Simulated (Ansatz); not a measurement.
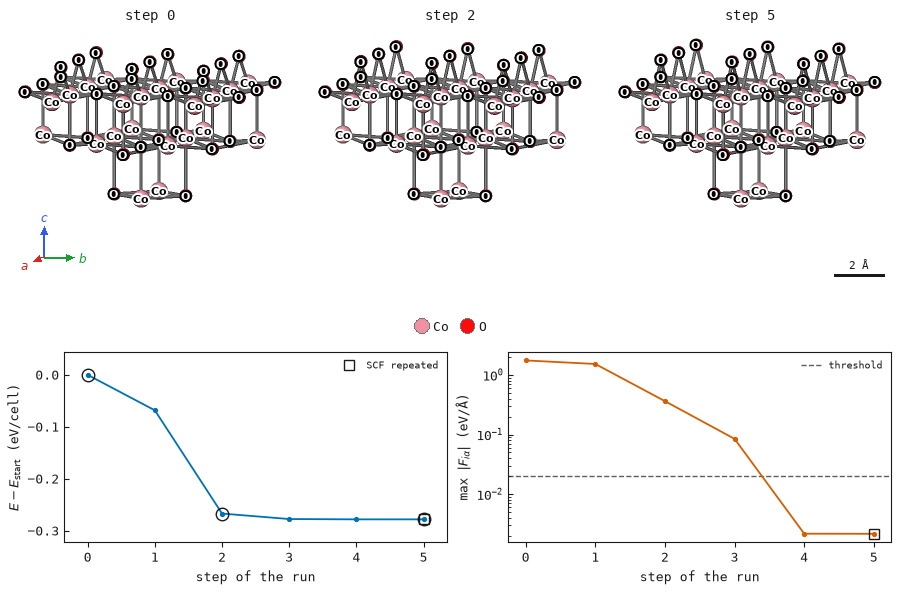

Frames of a constrained relaxation of a slab of composition Co₄O₅ (cut from the Fm-3m phase), marked on the history of the run. The picture is a ball-and-stick view of the atoms within 5.8 Å of the atom that moves most (axes of the 3 × 3 repeat of the cell, outlined in the plane, without the vacuum), seen slightly off an axis.

Case: O over the place (0/4, 2/4) of the surface cell, its height relaxed. The slab is the (1 0 0) face of CoO with O on it. 8 atoms are held fixed.

Level of theory: DFT PBEsol, scalar-relativistic, plane waves, PAW in Ansatz. Set-up: plane-wave cutoff 420 eV; k-point mesh 10 × 10 × 1; occupations gaussian; smearing width 0.1 eV; collinear spin; dipole correction; atoms relaxed in a fixed cell; force threshold 0.02 eV/Å; at most 25 steps.

> Describe the path.

After 4 accepted moves (5 points after the start) the energy has fallen by 0.278 eV per cell of the calculation. Largest force component: 1.7 eV/Å at the start, 0.0022 eV/Å at the end. 1 step only repeated the SCF at the same geometry. The largest move is that of an O atom, 0.30 Å along the normal (+c). Co stays in place. The cell doesn't change. Some distances before and after: Co–O 1.931 → 2.136 Å. Bond angles that change, for instance: Co–O–Co 99.4° → 87.2°. The program noted that the starting moments weren't kept. The run may lie on a higher electronic state than the lowest, so the end point isn't shown to be the ground-state structure. The run took 3.8 min on 4 threads of Arm Neoverse V2, with other jobs on the host, peak memory 1.2 GiB. From step 0 to 2: an O atom moves most (0.24 Å), energy −0.267 eV per cell of the calculation. From step 2 to 5: an O atom moves most (0.06 Å), energy −11.1 meV per cell of the calculation.

```tsv
step	E − E(0), meV/atom	largest force component, eV/Å	note
0	0.00	1.7474	
1	-7.58	1.5224	
2	-29.65	0.3625	
3	-30.82	0.0845	
4	-30.89	0.0022	
5	-30.89	0.0022	same geometry, SCF repeated
```

Limits of the set-up: the periodic images lie only 2.9 Å apart, so the values are limited by the cell's size.
